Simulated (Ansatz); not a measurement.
System: Ti.

```
CELL_PARAMETERS angstrom
2.87204 -0.03613 0.00151
-0.06258 4.95938 -0.00088
-1.40233 -2.46243 4.41009
ATOMIC_POSITIONS crystal
Ti 0.15580 0.47651 0.24895
Ti 0.57115 0.95834 0.25240
Ti 0.87126 0.52163 0.74940
Ti 0.40179 0.04352 0.74926
```

Space group P1; changed on purpose from its base cell (all atoms moved at random, sigma 0.1 A a component, cell strained at random, sigma 0.03); not relaxed (largest force 1.0 eV/Å); computed pressure about 9 GPa in this cell; computed without spin polarisation.

Method: DFT PBEsol, scalar-relativistic, plane waves, PAW in Ansatz.

### What will maps of the valence pseudo-density and electron localisation function show?

Ti–Ti (2.70 Å): ρ at the midpoint is about 0.25 e/Å³; the ELF is about 0.20 at the midpoint: no localised pair shows between them.
Ti–Ti (2.85 Å): ρ at the midpoint is about 0.22 e/Å³; the ELF is about 0.25 at the midpoint (no shared electron pair shows on this line).
Ti–Ti (2.97 Å): ρ at the midpoint is about 0.19 e/Å³; the ELF is about 0.30 at the midpoint.
The ELF has a maximum of about 0.70 in the space between the atoms, on no atom or two-centre bond.

### Metal or insulator at this level of theory?

It is metallic or semimetallic at this level of theory: no gap opens.

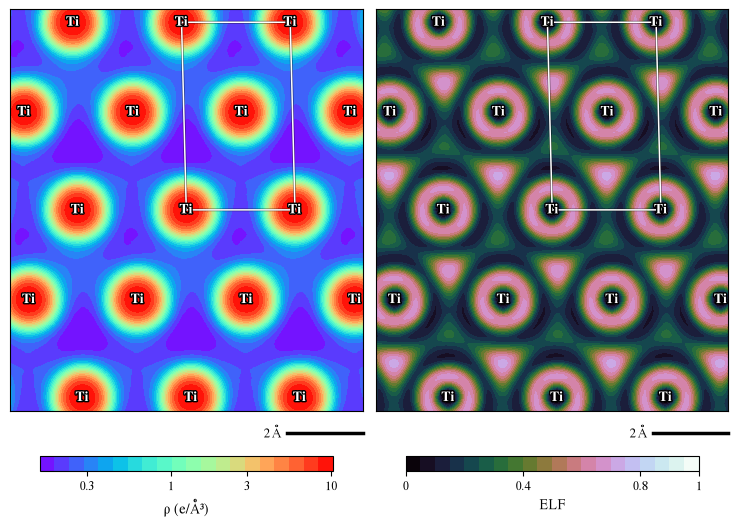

Computed valence pseudo-density and electron localisation function on the (001) plane of the conventional cell, in this order. 
